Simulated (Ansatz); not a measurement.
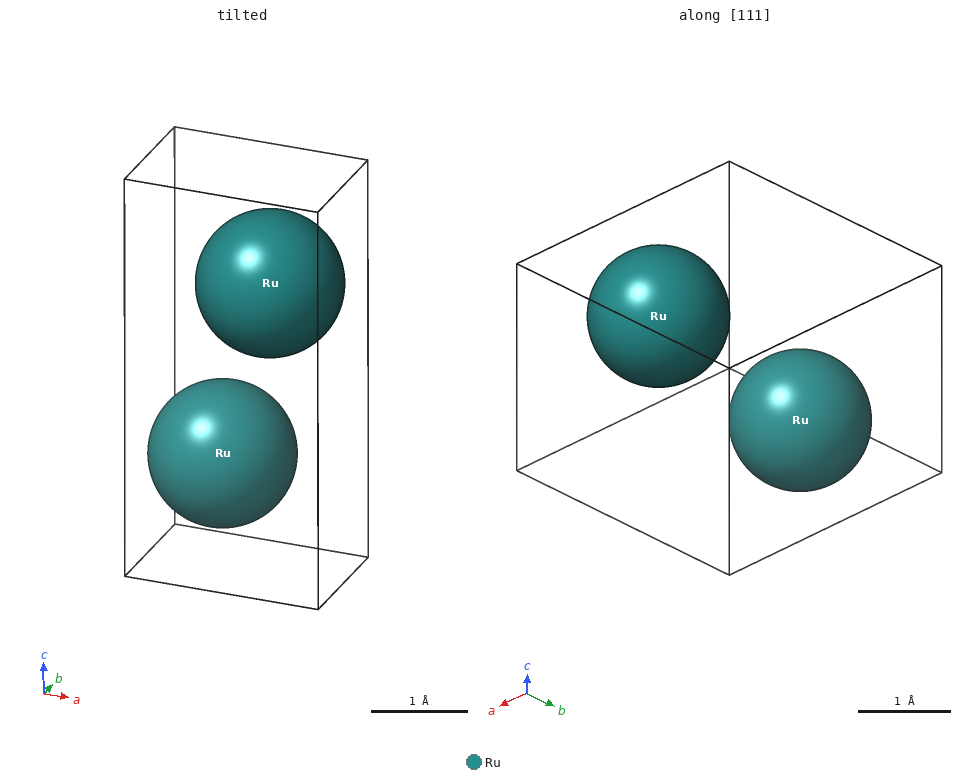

Spheres-only drawing of the structure, looking slightly off an axis and along [111]. The parallelepiped is the unit cell.

Summary of the structure:

The element is ruthenium. Strictly the space group is C2/c (No. 15, within 0.01 Å). It is a distorted form of a primitive hexagonal structure, space group P6_3/mmc (No. 194) within 0.25 Å: hexagonal close-packed (Mg type). The cell holds two atoms. Ru is linked to twelve Ru in an anticuboctahedral arrangement at about 2.6 to 2.7 Å.

Provenance: a structure listed in the Materials Project. The cell was then strained or its atoms displaced on purpose. The atoms were relaxed in a fixed cell with DFT PBEsol, scalar-relativistic, plane waves, PAW in Ansatz.
